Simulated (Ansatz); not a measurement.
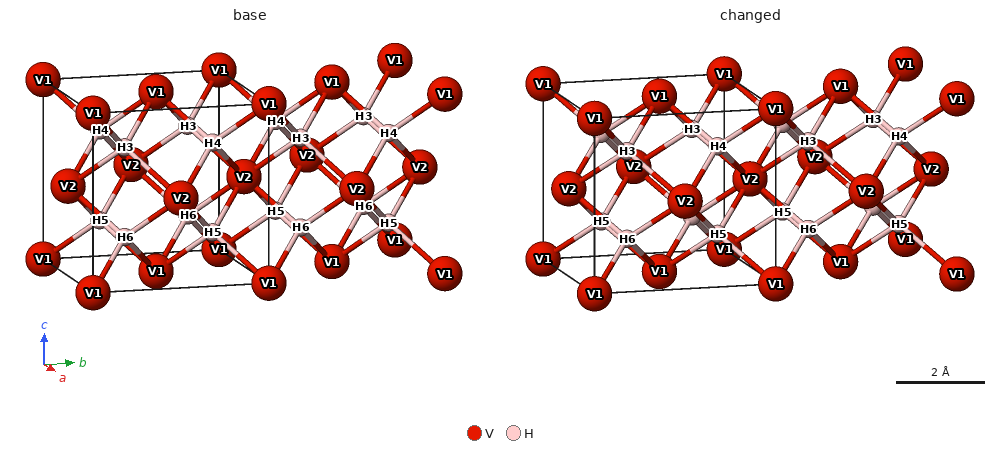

Left: crystalline VH2 (set up in Fm-3m). Right: the same structure after one change, at the same scale. The picture is a ball-and-stick view of the conventional cell (2 times the calculation's cell), repeated 1 × 2 × 1 with one cell outlined, seen slightly off an axis. Lengths and directions refer to the drawn axes.

These are results of Ansatz 0.2.0, DFT r2SCAN, scalar-relativistic, plane waves, PAW, not measurements. Settings: plane-wave cutoff 500 eV; k-point mesh 12 × 12 × 8; occupations gaussian; smearing width 0.1 eV; no spin polarisation.

> Which change leads from the left to the right?

Biaxial strain in the a–b plane, +3.0 %, is applied. The c axis and the atoms are relaxed.

> What does the change do?

It costs 11.1 meV per atom. Pressure: 0.0 GPa before, −6.1 GPa after. The principal stresses (compression positive) are 0.0 GPa along c and −9.2 GPa across it. Both are metals. Cell: a = b 4.188 → 4.313 Å (+3.0 %), c 4.188 → 4.090 Å (−2.3 %). Volume +3.6 %. The atoms keep their places relative to the cell (all moves are under 0.005 Å). Among the bonded contacts that change: H–V 1.813 → 1.836 Å. The space group (tolerance 0.01 Å) goes from Fm-3m (No. 225) to I4/mmm (No. 139).
